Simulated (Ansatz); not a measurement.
Consider Ga3Se.

```
Ga Se
1.0
     4.40843    0.00000    0.00000
     0.00000    4.40843    0.00000
     0.00000    0.00000    4.40843
Ga Se
3 1
Direct
  0.00000 0.50000 0.50000
  0.50000 0.00000 0.50000
  0.50000 0.50000 0.00000
  0.00000 0.00000 0.00000
```

Space group Pm-3m; a structure from a database of computed crystals, not necessarily the ambient phase; computed without spin polarisation.

These are results of DFT PBE, scalar-relativistic, plane waves, PAW (Ansatz), not measurements.

Question: Predict the valence pseudo-density and electron localisation function between the atoms.

Answer: Ga–Se (3.12 Å): the density is about 0.16 e/Å³ at the midpoint; the ELF is about 0.25 at the midpoint.

Question: Does the calculation give a band gap?

Answer: It is gapless in this calculation (a metal or semimetal).

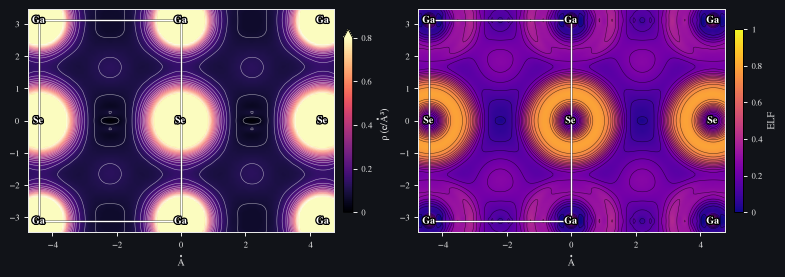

Computed valence pseudo-density and electron localisation function on the (101) plane of the conventional cell, in this order. 

Core electrons are frozen (PAW), and the valence fields are smoothed inside the atomic spheres.
